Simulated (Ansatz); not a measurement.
# Geometry relaxation of Fe

The run: geometry relaxation of Fe (Im-3m, 1 atom in the cell). Method and program: DFT, PBE, PAW with Ansatz's default frozen-core files, scalar-relativistic, spin-polarised (Ansatz 0.2.0).

The structure was built on a prototype by a generator; it need not be a known phase. Its volume is 0.72 times that of the source entry. It belongs to a series of runs on one base structure; here: bcc relaxed under pressure, PAW files. Figures and captions count atoms from 1; the log counts them from 0 in places.

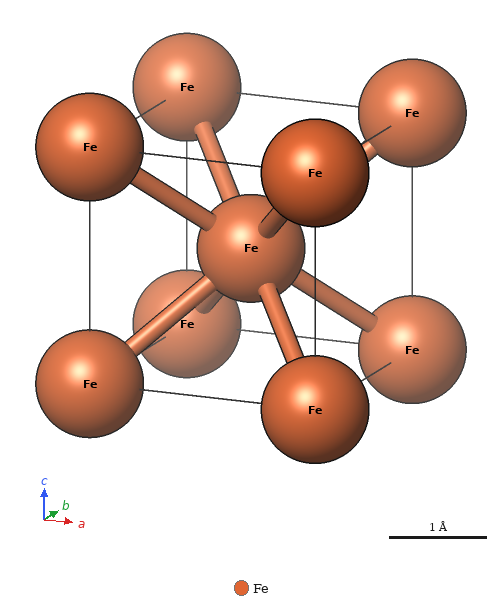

*The starting structure (ball-and-stick view of the cell 2 times as large as that of the calculation, set on its symmetry axes, seen slightly off an axis).*

Near neighbours in the crystal (not all of them lie inside the picture): Fe has 8 Fe at 2.20 Å.

Summary:

| quantity | value |
| --- | --- |
| outcome | converged |
| space group (tolerance 0.01 Å) | Im-3m (229) |
| electrons treated | 16 |
| free energy | −4479.4588 eV |
| Fermi energy | 27.651 eV |
| net moment of the cell | 1.51 μB |
| integrated absolute moment | 1.55 μB |
| pressure | 140.00 GPa |
| final volume | 8.13 Å³ |
| largest force (length of the vector) at the end | under 0.001 eV/Å |
| final cell | a = 2.194 Å, b = 2.194 Å, c = 2.194 Å, α = 109.47°, β = 109.47°, γ = 109.47° |
| hardware | 2 threads of Arm Neoverse V1, 24 GiB of memory available, shared host |
| wall time | 13 s (CPU time 24 s) |
| peak memory | 0.34 GiB |

Notes:

The cell was relaxed to the target pressure of the input; what is minimised is then the enthalpy E + pV.

The input:
```yaml
crystal:
  lattice:
    - [-1.2673783545, 1.2673783545, 1.2673783545]
    - [1.2673783545, -1.2673783545, 1.2673783545]
    - [1.2673783545, 1.2673783545, -1.2673783545]
  atoms:
    - { symbol: Fe, position: [0.0, 0.0, 0.0], spin: 2.5 }
magnetization:
  spin_polarized: true
kpoints:
  mp_grid: { grid: [21, 21, 21] }
scf:
  occupations: { method: fermi_dirac, width: 0.08 }
hamiltonian:
  xc: pbe
  pseudopotentials: { kind: paw }
output:
  forces: true
  stress: true
  eigenvalues: true
relax:
  f_tol: 0.005
  max_steps: 40
  cell: { p_target: 140.0, stress_tol: 0.07 }
```

Command:
```bash
ansatz run input.yaml --threads 2 --pin off --max-ram 7168MiB --backend cpu --events-out ev --progress --plain --runs-dir out
```

Log:
```
Engine: ansatz 0.2.0, aarch64-unknown-linux-gnu
Pseudopotentials: kind: paw
Pseudopotential: Fe, paw, valence charge 16, recommended cutoff 420 eV (normal), Fe.paw.azcp
Functional definition: PBE
  parameter kappa = 0.804
  parameter beta = 0.06672455060314922
  exchange = pbe_x(kappa = kappa, mu = beta*pi^2/3)
  correlation = pbe_c(beta = beta)
Crystal: 1 atoms, lattice volume = 8.143 Å³
Basis set: ecut = 420 eV, 141 PW (Γ), exchange–correlation on 30×30×30 points (8 copies of the dense FFT grid, shifted against one another)
Bands: 14, of which v1, the nominal top of the filled ones, is band 8 counted from 1 (7 counted from 0)
Symmetry: 48 space group operations
Space group: Im-3m (ITA 229), of the structure as read, at distance tolerance 2.0e-5 Å
Magnetic group: BNS 229.140 (UNI 1642), of the structure as read, at distance tolerance 2.0e-5 Å
k-points: 286 of 9261
Non-local potential: Fe, projectors of the file, l = 0: 3, l = 1: 2, l = 2: 3, l = 3: 1
PAW form: soft (Blöchl's): semilocal exchange-correlation on the pseudo side does not see the compensation charge
PAW one-centre angular grid: Fe, 590 points (default); XC on 64 Gauss nodes
Initial density: superposition of atomic densities (chi_scale 0.1, normalization cell)
Starting moments: Σ|m| = 2.5 μB on 1 of 1 site
Initial wavefunctions: pseudopotential atomic-orbital guess
Functional: x = pbe(κ = 0.804, μ = 0.2195149727645171), c = pbe(β = 0.06672455060314922)
SCF iter   1: F=—  HF=-4478.306078 eV  |F-HF|=—  |Δ(HF+E_count)|=         —  Δρ=1.37e-1 (↑1.37e-1 ↓1.00e-1)  dr2=2.44e0  dr2_m=1.59e-1  M=1.975 μB ∫|m|=1.983 μB  β_m=0.30  ethr=3.10e-3  ⟨swp⟩=4.9  Hψ=37340  notcnv=0
Mixer restart at iter 1: flushing history
preconditioner: auto → none  [metal: Δε(μ)=0.010 eV  Ē_g=18.456 eV  σ=0.080 eV  W_gap=0.03  n_scr=0 (ndim 8)  ℏωp=36.8 eV  f_vac=0.000  D(μ)=0.67/eV (n_scr^D=12)]
SCF iter   2: F=—  HF=-4477.747507 eV  |F-HF|=—  |Δ(HF+E_count)|=   5.59e-1  Δρ=3.22e-2 (↑2.76e-2 ↓3.22e-2)  dr2=1.52e-2  dr2_m=5.30e-2  M=1.998 μB ∫|m|=2.022 μB  β_m=0.30  ethr=3.10e-3  ⟨swp⟩=3.5  Hψ=20472  notcnv=0  defer=489
SCF iter   3: F=—  HF=-4478.520270 eV  |F-HF|=—  |Δ(HF+E_count)|=         —  Δρ=6.15e-2 (↑5.70e-2 ↓6.15e-2)  dr2=2.74e-3  dr2_m=2.60e-1  M=1.679 μB ∫|m|=1.700 μB  β_m=0.30  ethr=9.52e-5  ⟨swp⟩=2.3  Hψ=16279  notcnv=0  defer=476
Mixer restart at iter 3: flushing history
SCF iter   4: F=—  HF=-4478.904037 eV  |F-HF|=—  |Δ(HF+E_count)|=   3.84e-1  Δρ=4.94e-2 (↑4.05e-2 ↓4.94e-2)  dr2=4.60e-3  dr2_m=1.49e-1  M=1.651 μB ∫|m|=1.676 μB  β_m=0.65  ethr=1.71e-5  ⟨swp⟩=2.0  Hψ=15236  notcnv=0  defer=474
SCF iter   5: F=—  HF=-4479.475726 eV  |F-HF|=—  |Δ(HF+E_count)|=   5.72e-1  Δρ=2.21e-2 (↑2.21e-2 ↓5.49e-3)  dr2=1.52e-2  dr2_m=1.15e-2  M=1.512 μB ∫|m|=1.552 μB  β_m=0.61  ethr=1.71e-5  ⟨swp⟩=3.1  Hψ=19661  notcnv=0  defer=474
SCF iter   6: F=—  HF=-4479.471094 eV  |F-HF|=—  |Δ(HF+E_count)|=   4.63e-3  Δρ=7.63e-3 (↑7.63e-3 ↓6.42e-3)  dr2=9.95e-3  dr2_m=1.41e-4  M=1.529 μB ∫|m|=1.571 μB  β_m=0.59  ethr=1.71e-5  ⟨swp⟩=2.0  Hψ=18532  notcnv=0  defer=453
SCF iter   7: F=—  HF=-4479.467529 eV  |F-HF|=—  |Δ(HF+E_count)|=   3.57e-3  Δρ=1.32e-3 (↑1.18e-3 ↓1.32e-3)  dr2=2.62e-4  dr2_m=2.29e-5  M=1.517 μB ∫|m|=1.558 μB  β_m=0.80  ethr=1.71e-5  ⟨swp⟩=2.3  Hψ=12186  notcnv=0  defer=439
SCF iter   8: F=—  HF=-4479.467675 eV  |F-HF|=—  |Δ(HF+E_count)|=   1.46e-4  Δρ=4.03e-4 (↑4.03e-4 ↓1.68e-4)  dr2=8.97e-6  dr2_m=2.95e-6  M=1.515 μB ∫|m|=1.556 μB  β_m=0.90  ethr=1.64e-6  ⟨swp⟩=1.4  Hψ=9788  notcnv=0  defer=434
SCF iter   9: F=—  HF=-4479.467711 eV  |F-HF|=—  |Δ(HF+E_count)|=   3.57e-5  Δρ=1.56e-4 (↑1.56e-4 ↓5.81e-5)  dr2=1.60e-6  dr2_m=3.51e-7  M=1.515 μB ∫|m|=1.556 μB  β_m=0.95  ethr=5.61e-8  ⟨swp⟩=2.4  Hψ=11405  notcnv=0  defer=434
SCF iter  10: F=—  HF=-4479.467714 eV  |F-HF|=—  |Δ(HF+E_count)|=   3.00e-6  Δρ=1.66e-5 (↑1.66e-5 ↓9.85e-6)  dr2=4.55e-9  dr2_m=1.12e-8  M=1.516 μB ∫|m|=1.556 μB  β_m=0.97  ethr=1.00e-8  ⟨swp⟩=2.5  Hψ=11918  notcnv=0  defer=434
SCF iter  11: F=-4479.467714 eV  HF=-4479.467714 eV  |F-HF|=6.09e-11  |Δ(HF+E_count)|=   4.82e-8  Δρ=1.73e-6 (↑8.40e-7 ↓1.73e-6)  dr2=4.22e-11  dr2_m=1.09e-10  M=1.516 μB ∫|m|=1.556 μB  ethr=2.84e-11  ⟨swp⟩=4.4  Hψ=30385  notcnv=0
SCF 1 converged in 11 iterations: F = -4479.467714 eV  dr2 = 4.22e-11
  greatest PAW one-centre occupation: 1.002 electrons in one spin orbital (limit 2), on the Fe atom at site 0 (counted from 0), in its partial waves of l = 1
relax step   1: F+E_penalty+E_count = -4479.46771366 eV  Δ(F+E_penalty+E_count) = +0.000e0 eV  max|allowed force component| = 0.000e0 eV/Å  Δτ_max = 0.0000 Å  P = +139.085 GPa  Ω = 8.143 Å³  (11 SCF iters, dr2 threshold 1.00e-7 eV, accepted)
Crystal: 1 atoms, lattice volume = 8.135 Å³
Initial density: handed on by an earlier stage of this run
Starting moments: Σ|m| = 2.5 μB on 1 of 1 site; this step starts from the density that it was given
Initial wavefunctions: those handed on with the density
iter 1 solved again at ethr=8.42e-8 eV; its pass at ethr=3.10e-3 eV (dr2=1.35e-5 eV) is discarded
SCF iter   1: F=—  HF=-4479.461139 eV  |F-HF|=—  |Δ(HF+E_count)|=         —  Δρ=5.95e-4 (↑5.95e-4 ↓1.94e-4)  dr2=1.33e-5  dr2_m=9.99e-6  M=1.514 μB ∫|m|=1.554 μB  β_m=0.65  ethr=8.42e-8  ⟨swp⟩=1.8  Hψ=44826  notcnv=0
preconditioner: auto → none  [metal: Δε(μ)=0.015 eV  Ē_g=19.123 eV  σ=0.080 eV  W_gap=0.05  n_scr=0 (ndim 8)  ℏωp=36.8 eV  f_vac=0.000  D(μ)=1.10/eV (n_scr^D=12)]
SCF iter   2: F=—  HF=-4479.461147 eV  |F-HF|=—  |Δ(HF+E_count)|=   7.27e-6  Δρ=3.64e-4 (↑3.64e-4 ↓3.09e-4)  dr2=1.99e-5  dr2_m=8.87e-8  M=1.514 μB ∫|m|=1.555 μB  β_m=0.34  ethr=8.29e-8  ⟨swp⟩=2.4  Hψ=12491  notcnv=0
SCF iter   3: F=—  HF=-4479.461141 eV  |F-HF|=—  |Δ(HF+E_count)|=   5.88e-6  Δρ=1.61e-4 (↑1.33e-4 ↓1.61e-4)  dr2=4.75e-8  dr2_m=1.58e-6  M=1.514 μB ∫|m|=1.555 μB  β_m=0.57  ethr=8.29e-8  ⟨swp⟩=2.5  Hψ=11787  notcnv=0
SCF iter   4: F=—  HF=-4479.461147 eV  |F-HF|=—  |Δ(HF+E_count)|=   6.36e-6  Δρ=5.75e-5 (↑2.32e-5 ↓5.75e-5)  dr2=9.72e-8  dr2_m=1.11e-7  M=1.513 μB ∫|m|=1.554 μB  β_m=0.75  ethr=2.97e-10  ⟨swp⟩=2.2  Hψ=13002  notcnv=0
SCF iter   5: F=—  HF=-4479.461148 eV  |F-HF|=—  |Δ(HF+E_count)|=   7.75e-7  Δρ=4.19e-6 (↑4.19e-6 ↓3.89e-6)  dr2=6.85e-10  dr2_m=6.31e-10  M=1.513 μB ∫|m|=1.554 μB  β_m=0.87  ethr=2.97e-10  ⟨swp⟩=2.0  Hψ=12771  notcnv=0
SCF iter   6: F=-4479.461148 eV  HF=-4479.461148 eV  |F-HF|=1.20e-9  |Δ(HF+E_count)|=   3.27e-9  Δρ=3.42e-6 (↑2.02e-6 ↓3.42e-6)  dr2=1.59e-9  dr2_m=5.02e-11  M=1.513 μB ∫|m|=1.554 μB  ethr=4.28e-12  ⟨swp⟩=1.2  Hψ=21987  notcnv=0
SCF 2 converged in 6 iterations: F = -4479.461148 eV  dr2 = 1.59e-9
relax step   2: F+E_penalty+E_count = -4479.46114777 eV  Δ(F+E_penalty+E_count) = +6.566e-3 eV  max|allowed force component| = 0.000e0 eV/Å  Δτ_max = 0.0000 Å  P = +139.763 GPa  Ω = 8.135 Å³  energy of the carried Pulay correction = +1.291e-5 eV  (6 SCF iters, dr2 threshold 1.00e-7 eV, accepted)
Crystal: 1 atoms, lattice volume = 8.133 Å³
iter 1 solved again at ethr=1.02e-8 eV; its pass at ethr=3.10e-3 eV (dr2=1.63e-6 eV) is discarded
SCF iter   1: F=—  HF=-4479.458845 eV  |F-HF|=—  |Δ(HF+E_count)|=         —  Δρ=2.09e-4 (↑2.09e-4 ↓6.85e-5)  dr2=1.61e-6  dr2_m=1.24e-6  M=1.513 μB ∫|m|=1.553 μB  β_m=0.65  ethr=1.02e-8  ⟨swp⟩=1.8  Hψ=44903  notcnv=0
preconditioner: auto → none  [metal: Δε(μ)=0.013 eV  Ē_g=19.128 eV  σ=0.080 eV  W_gap=0.04  n_scr=0 (ndim 8)  ℏωp=36.8 eV  f_vac=0.000  D(μ)=1.10/eV (n_scr^D=12)]
SCF iter   2: F=—  HF=-4479.458845 eV  |F-HF|=—  |Δ(HF+E_count)|=   9.58e-7  Δρ=1.27e-4 (↑1.27e-4 ↓1.09e-4)  dr2=2.45e-6  dr2_m=1.02e-8  M=1.513 μB ∫|m|=1.553 μB  β_m=0.34  ethr=1.00e-8  ⟨swp⟩=2.4  Hψ=12510  notcnv=0
SCF iter   3: F=—  HF=-4479.458845 eV  |F-HF|=—  |Δ(HF+E_count)|=   7.13e-7  Δρ=5.70e-5 (↑4.67e-5 ↓5.70e-5)  dr2=6.11e-9  dr2_m=1.98e-7  M=1.513 μB ∫|m|=1.553 μB  β_m=0.67  ethr=1.00e-8  ⟨swp⟩=2.5  Hψ=11793  notcnv=0
SCF iter   4: F=—  HF=-4479.458846 eV  |F-HF|=—  |Δ(HF+E_count)|=   8.98e-7  Δρ=1.44e-5 (↑5.26e-6 ↓1.44e-5)  dr2=1.60e-8  dr2_m=3.63e-9  M=1.512 μB ∫|m|=1.553 μB  β_m=0.79  ethr=3.82e-11  ⟨swp⟩=2.3  Hψ=13283  notcnv=0
SCF iter   5: F=-4479.458846 eV  HF=-4479.458846 eV  |F-HF|=1.27e-11  |Δ(HF+E_count)|=   3.58e-8  Δρ=1.85e-6 (↑1.85e-6 ↓1.06e-6)  dr2=1.65e-10  dr2_m=5.88e-11  M=1.512 μB ∫|m|=1.553 μB  ethr=3.82e-11  ⟨swp⟩=1.6  Hψ=24146  notcnv=0
SCF 3 converged in 5 iterations: F = -4479.458846 eV  dr2 = 1.65e-10
relax step   3: F+E_penalty+E_count = -4479.45884569 eV  Δ(F+E_penalty+E_count) = +2.302e-3 eV  max|allowed force component| = 0.000e0 eV/Å  Δτ_max = 0.0000 Å  P = +140.000 GPa  Ω = 8.133 Å³  energy of the carried Pulay correction = +1.743e-5 eV  (5 SCF iters, dr2 threshold 1.00e-7 eV, accepted)
Initial wavefunctions: pseudopotential atomic-orbital guess (no wavefunctions were taken with the density)
iter 1 solved again at ethr=3.10e-9 eV; its pass at ethr=3.10e-3 eV (dr2=4.97e-7 eV) is discarded
SCF iter   1: F=—  HF=-4479.458827 eV  |F-HF|=—  |Δ(HF+E_count)|=         —  Δρ=3.35e-6 (↑2.25e-6 ↓3.35e-6)  dr2=8.43e-10  dr2_m=1.32e-10  M=1.512 μB ∫|m|=1.553 μB  β_m=0.65  ethr=3.10e-9  ⟨swp⟩=3.4  Hψ=62807  notcnv=0
preconditioner: auto → none  [metal: Δε(μ)=0.016 eV  Ē_g=19.129 eV  σ=0.080 eV  W_gap=0.05  n_scr=0 (ndim 8)  ℏωp=36.8 eV  f_vac=0.000  D(μ)=1.10/eV (n_scr^D=12)]
SCF iter   2: F=—  HF=-4479.458827 eV  |F-HF|=—  |Δ(HF+E_count)|=   3.15e-8  Δρ=2.91e-6 (↑2.91e-6 ↓7.66e-7)  dr2=4.38e-10  dr2_m=1.52e-10  M=1.512 μB ∫|m|=1.553 μB  β_m=0.44  ethr=5.27e-12  ⟨swp⟩=2.2  Hψ=12183  notcnv=0
SCF iter   3: F=—  HF=-4479.458827 eV  |F-HF|=—  |Δ(HF+E_count)|=  3.18e-11  Δρ=9.73e-7 (↑5.82e-7 ↓9.73e-7)  dr2=3.78e-11  dr2_m=1.79e-11  M=1.512 μB ∫|m|=1.553 μB  β_m=0.47  ethr=2.74e-12  ⟨swp⟩=2.6  Hψ=12289  notcnv=0
SCF iter   4: F=—  HF=-4479.458827 eV  |F-HF|=—  |Δ(HF+E_count)|=  1.81e-10  Δρ=2.77e-7 (↑2.77e-7 ↓2.62e-7)  dr2=2.92e-12  dr2_m=3.30e-12  M=1.512 μB ∫|m|=1.553 μB  β_m=0.71  ethr=1.00e-12  ⟨swp⟩=1.0  Hψ=8008  notcnv=0
SCF iter   5: F=—  HF=-4479.458827 eV  |F-HF|=—  |Δ(HF+E_count)|=  1.09e-10  Δρ=1.40e-7 (↑1.40e-7 ↓1.15e-7)  dr2=3.02e-12  dr2_m=1.82e-13  M=1.512 μB ∫|m|=1.553 μB  β_m=0.86  ethr=1.00e-12  ⟨swp⟩=1.0  Hψ=8008  notcnv=0
SCF iter   6: F=-4479.458827 eV  HF=-4479.458827 eV  |F-HF|=9.09e-13  |Δ(HF+E_count)|=  3.09e-11  Δρ=4.90e-8 (↑4.90e-8 ↓1.78e-8)  dr2=1.52e-13  dr2_m=2.50e-14  M=1.512 μB ∫|m|=1.553 μB  ethr=1.00e-12  ⟨swp⟩=3.9  Hψ=30002  notcnv=0
SCF 4 converged in 6 iterations: F = -4479.458827 eV  dr2 = 1.52e-13
relax step   4: F+E_penalty+E_count = -4479.45882709 eV  Δ(F+E_penalty+E_count) = +1.860e-5 eV  max|allowed force component| = 0.000e0 eV/Å  Δτ_max = 0.0000 Å  P = +139.999 GPa  Ω = 8.133 Å³  stress off target by 1.11e-3 GPa  SCF on the basis re-selected at this cell (its energy is not comparable with the rows above)  (6 SCF iters)
```

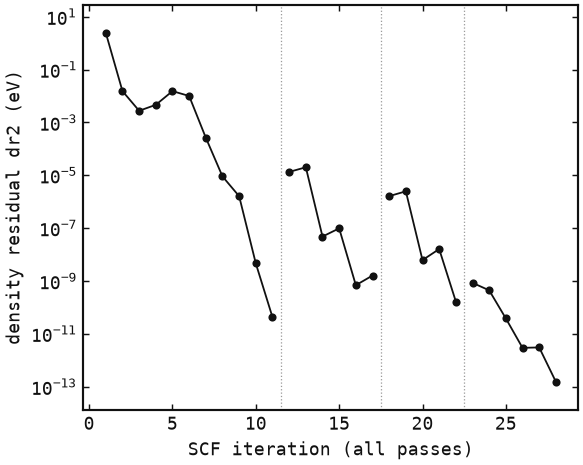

*Convergence of the self-consistent field: density residual dr2 against the SCF iteration. The dotted lines part the SCF passes of the relaxation: geometry steps, rejected trials and re-solves on a re-selected basis.*

The passes take 11, 6, 5 and 6 iterations.

```
basis re-selected at this cell: Δ(F+E_penalty+E_count) = +1.860e-5 eV, ΔP = -0.001 GPa vs the last step (what re-selecting the basis moved, of the pressure what is left beyond the Pulay correction that the steps carried, after the strain that the cell walked since its last selection, with what the two solves' SCF thresholds leave and, on support functions, any second-order correction that the steps lacked; it is no measure of the basis error at this ecutwfc). This SCF's stress stands 1.11e-3 GPa from its target on what of the cell is left free (relax.cell.stress_tol is 7.00e-2 GPa) and its largest allowed force component is 0.00e0 eV/Å (relax.f_tol is 5.00e-3 eV/Å): within both
SCF converged after 6 iterations
Magnetization: 1.5124 μB (8.7562 up, 7.2438 down)
Absolute magnetization: 1.5534 μB (∫|ρ↑−ρ↓|, with the PAW one-centre terms)
Spin contamination: 0.0133 ħ² per cell (⟨S²⟩ above its minimum at these occupations)
Per-site moments (μB) at R_I (Å): [(1.5080142889713342, 0.905126711643761)]
Free energy (F): -4479.458827 eV
Harris-Foulkes:  -4479.458827 eV  (|F-HF|=9.09e-13)
Internal energy: -4479.435879 eV  (E = F + TS)
E sigma→0 (E₀):  -4479.447353 eV
Entropy (-TS):   -0.022948 eV (-22.948 meV/atom)
Fermi energy:    27.651146 eV
--- Per-component energies (eV) ---
  E_band       = -80.489131
  E_kinetic    = 364.763752
  E_local      = -1644.066358  (includes V_loc(G=0)·N_el)
  E_nonlocal   = 215.994001
  E_hartree    = 719.439552
  E_xc         = -122.213641
  E_vxc        = -157.693749  (∫ρ·V_xc dr)
  E_paw        = -1365.970489  (= ΣΔE_a)
  E_vpaw       = -298.366848  (= ΣTr[D̂ρ^β])
  E_aug_tail   = 0.000989  (compensation charges beyond the density's cutoff)
  E_ewald      = -2647.383684
  E_smearing   = -0.022948  (= −TS)
  E_closure    = 0.000000  (closes the sum)
  Σ components = -4479.458827   (vs F -4479.458827, Δ=0.00e0)
--- Forces (eV/Å), atoms counted from 1 ---
  atom   1  Fe    -0.00000000     0.00000000     0.00000000
  max |Σ_I F_I| component: 4.11e-32 eV/Å
--- Stress (GPa, compression-positive) ---
      139.998889      -0.000000      -0.000000
        0.000000     139.998889      -0.000000
        0.000000       0.000000     139.998889
  P = ⅓ Tr σ = 139.9989 GPa (1399.989 kbar)
--- Band table (eV; the first three rows and the last of 572) ---
  k-point 0 ↑: bands = ["-60.8860", "-26.1795", "-26.1795", "-26.1795", "17.0587", "24.5438", "24.5438", "24.5438", "26.6220", "26.6220", "54.7090", "54.7090", "54.7090", "63.0996"]
  k-point 1 ↑: bands = ["-60.8791", "-26.2087", "-26.1883", "-26.1797", "17.1832", "24.4981", "24.5389", "24.6269", "26.5721", "26.6257", "54.3196", "54.6510", "54.7679", "62.8064"]
  k-point 2 ↑: bands = ["-60.8587", "-26.2932", "-26.2140", "-26.1803", "17.5499", "24.3667", "24.5136", "24.8721", "26.4493", "26.6377", "53.2787", "54.4132", "54.9367", "62.2966"]
  k-point 285 ↓: bands = ["-58.5205", "-25.2726", "-25.2666", "-25.2666", "21.6224", "21.6265", "29.9141", "29.9141", "29.9712", "40.1825", "40.6441", "40.6441", "48.3802", "48.5911"]
--- Relaxed structure (3 steps of the walk, 3 accepted, 1 SCFs on fresh bases) ---
  F+E_penalty+E_count = -4479.45882709 eV   max|allowed force component| = 0.000e0 eV/Å   (the final SCF, on the basis selected at the relaxed cell)
  cell:  # Å, volume = 8.1327 Å³
    - [-1.266848849983627, 1.266848849983627, 1.266848849983627]
    - [1.266848849983627, -1.266848849983627, 1.266848849983627]
    - [1.266848849983627, 1.266848849983627, -1.266848849983627]
  atoms:
    - { symbol: Fe, position: [0.0, 0.0, 0.0] }
```

Trajectory as extended XYZ (Å, eV, eV/Å), 4 frames, from step=1 to step=4:
```
1
Lattice="-1.2674 1.2674 1.2674 1.2674 -1.2674 1.2674 1.2674 1.2674 -1.2674" Properties=species:S:1:pos:R:3:forces:R:3 step=1 energy=-4479.46771 pressure_GPa=139.09
Fe    0.0000    0.0000    0.0000    0.0000   0.0000   0.0000
1
Lattice="-1.2670 1.2670 1.2670 1.2670 -1.2670 1.2670 1.2670 1.2670 -1.2670" Properties=species:S:1:pos:R:3:forces:R:3 step=2 energy=-4479.46115 pressure_GPa=139.76
Fe    0.0000    0.0000    0.0000    0.0000   0.0000   0.0000
1
Lattice="-1.2668 1.2668 1.2668 1.2668 -1.2668 1.2668 1.2668 1.2668 -1.2668" Properties=species:S:1:pos:R:3:forces:R:3 step=3 energy=-4479.45885 pressure_GPa=140.00
Fe    0.0000    0.0000    0.0000    0.0000   0.0000   0.0000
1
Lattice="-1.2668 1.2668 1.2668 1.2668 -1.2668 1.2668 1.2668 1.2668 -1.2668" Properties=species:S:1:pos:R:3:forces:R:3 step=4 energy=-4479.45883 pressure_GPa=140.00
Fe    0.0000    0.0000    0.0000    0.0000   0.0000   0.0000
```

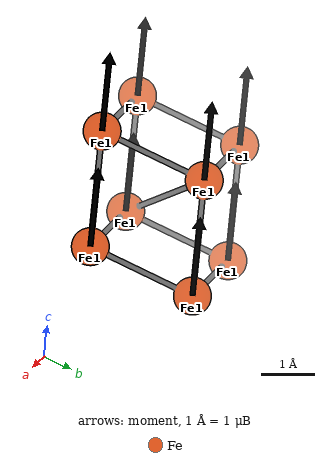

*Magnetic moments of the sites as black arrows (ball-and-stick view of the cell of the calculation, seen slightly off an axis; atoms are numbered from 1 in the order of the input); small moments hardly show. The run is collinear, so the axis drawn is arbitrary.*

Site moments: Fe1 (1.51 μB). They are counted near the atoms and needn't add up to the moment of the cell.
